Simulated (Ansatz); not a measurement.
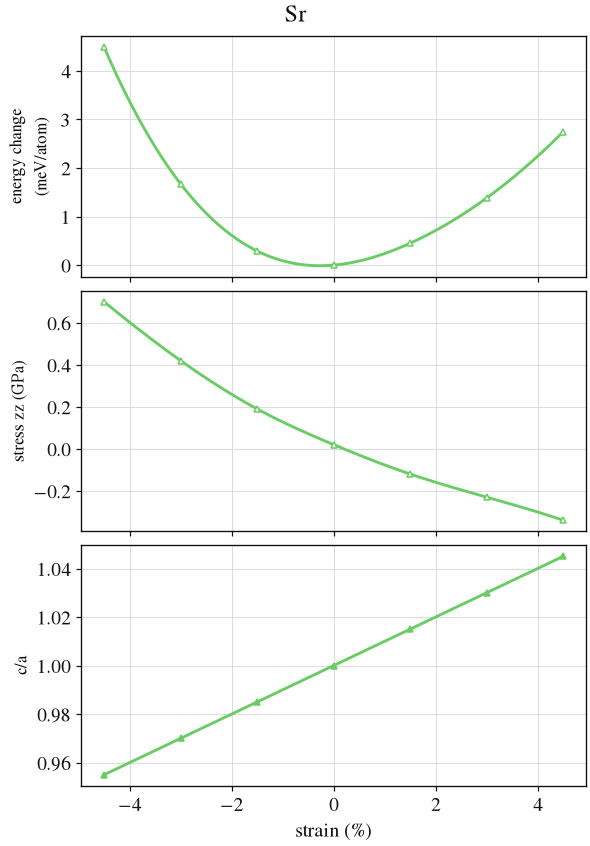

Method: energy, stress and cell of a relaxed crystal along a series of strains, atoms and what the cell freedom names relaxed within the symmetry; stress is positive in compression; plane waves with PAW datasets, Γ-centred k mesh; energies extrapolated to zero smearing (Ansatz 0.2.0). Level: r2SCAN, no spin polarisation.

```tsv
setting	value
wave cutoff	500 eV
k mesh	10×10×10
occupations	Gaussian
smearing width	0.1 eV
strain kind	stretch along c with a and b held
cell freedom	cell held, only c stretched
```

Cell as given: a = 4.810 Å, b = 4.810 Å, c = 4.810 Å, α = 90.00°, β = 90.00°, γ = 90.00°; 2 atoms.

Caption: Energy change, stress zz and c/a against strain for Sr, space group Im-3m (No. 229).

The energy change is 4.48 meV/atom at strain −4.5 % and 2.74 meV/atom at 4.5 %; the lowest computed point is at strain 0.0 % (0.00 meV/atom). The stress zz falls from 0.70 GPa at strain −4.5 % to −0.34 GPa at 4.5 %, and changes sign near 0.2 %. The c/a rises from 0.955 at strain −4.5 % to 1.045 at 4.5 %. The solid is metallic at every point.

One of the inputs:
```
crystal:
  lattice:
    - [4.8096001444, 0.0, 0.0]
    - [0.0, 4.8096001444, 0.0]
    - [0.0, 0.0, 4.8096001444]
  atoms:
    - { symbol: Sr, position: [0.0, 0.0, 0.0] }
    - { symbol: Sr, position: [0.5, 0.5, 0.5] }
basis:
  ecutwfc: 500
kpoints:
  mp_grid: { grid: [10, 10, 10] }
hamiltonian:
  xc: r2scan
scf:
  occupations: { method: gaussian, width: 0.1 }
output:
  forces: true
  stress: true
  eigenvalues: true
```
